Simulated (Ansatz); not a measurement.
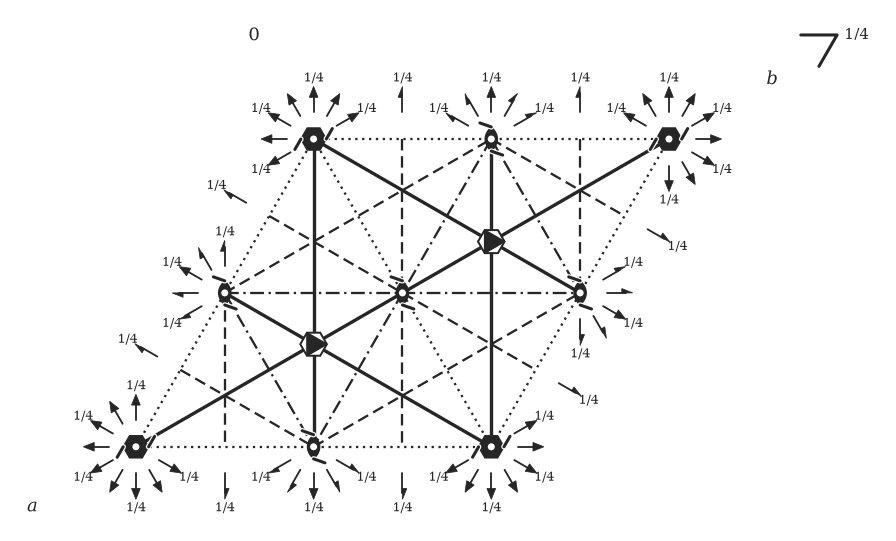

Symmetry elements of a space group, projected down c, computed from the operations of a computed or model structure of composition Sr.

Graphical symbols as in the International Tables (origin upper left, heights as fractions; handed screw axes are marked by their printed symbols).

Identify the space group.

Answer. No. 194, P6₃/mmc; primitive hexagonal, point group 6/mmm, 24 general positions a cell.

List the elements shown.

Answer. −6 axes along c at (1/3, 2/3), (2/3, 1/3); 6₃ axes along c at (0, 0); 2₁ axes along c at (0, 1/2), (1/2, 0), (1/2, 1/2); inversion centres at (0, 0), (0, 1/2), (1/2, 0), (1/2, 1/2); mirror planes holding c and [1 2 0] or [2 1 0] or [−1 1 0]; in-plane glide planes holding c and [1 2 0] or [2 1 0] or [−1 1 0]; c glide planes normal to a*, at x = 0; n glide planes normal to a*, at x = 1/2; c glide planes normal to b*, at y = 0; n glide planes normal to b*, at y = 1/2; c glide planes holding c and [1 1 0]; diagonal glide planes holding c and [1 1 0]; a mirror plane normal to c at height 1/4; 2 axes along [1 1 0] at height 0; 2 axes along [1 2 0] at height 1/4; 2 axes along [2 1 0] at height 1/4; 2 axes along [−1 1 0] at height 1/4; 2 axes along a at height 0; 2 axes along b at height 0; 2₁ axes along [1 1 0] at height 0; 2₁ axes along [1 2 0] at height 1/4; 2₁ axes along [2 1 0] at height 1/4; 2₁ axes along [−1 1 0] at height 1/4; 2₁ axes along a at height 0; 2₁ axes along b at height 0. Heights repeat every half period; positions are (a, b) fractions, modulo 1.
